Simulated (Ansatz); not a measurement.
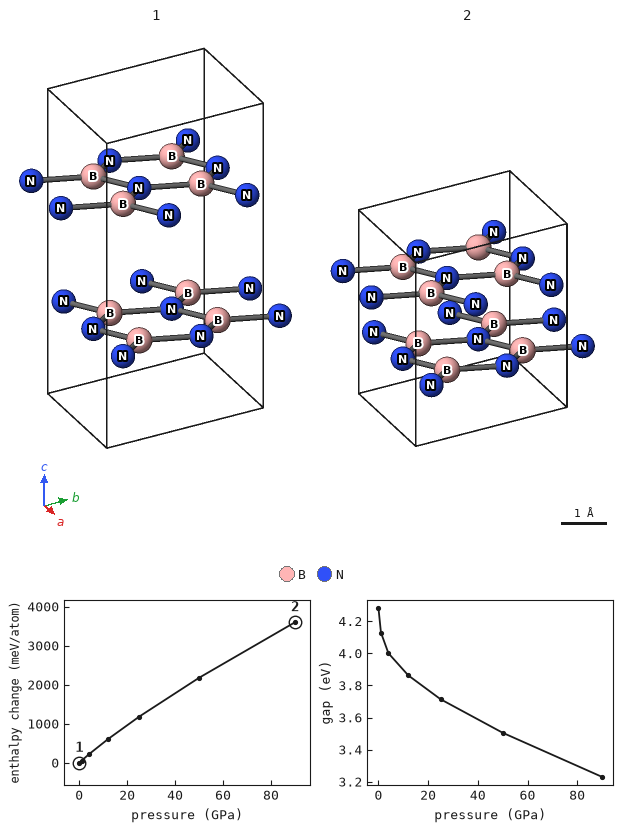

Members of a series of calculations on crystalline BN (set up in P6_3/mmc), marked on the first curve. A ball-and-stick model of the cell of the calculation, repeated to show the pattern, seen slightly off an axis.

The calculation used Ansatz, DFT PBEsol, scalar-relativistic, plane waves, PAW. Set-up: plane-wave cutoff 420 eV; occupations gaussian; smearing width 0.02 eV; no spin polarisation. The k-mesh is chosen for each cell (12×12×4, 12×12×6).

How does the crystal respond to pressure?

The structure is relaxed at several pressures. 1 (pressure 0.0 GPa): enthalpy change 0.0 meV/atom, volume 9.60 Å³ per atom, gap 4.28 eV. 2 (pressure 90.0 GPa): enthalpy change 3600 meV/atom, volume 5.40 Å³ per atom, gap 3.23 eV. The rest compares 1 with 2. Cell: a = b 5.009 → 4.835 Å (−3.5 %), c 7.073 → 4.263 Å (−39.7 %). Volume −43.8 %. Some distances before and after: B–N 1.446 → 1.396 Å.
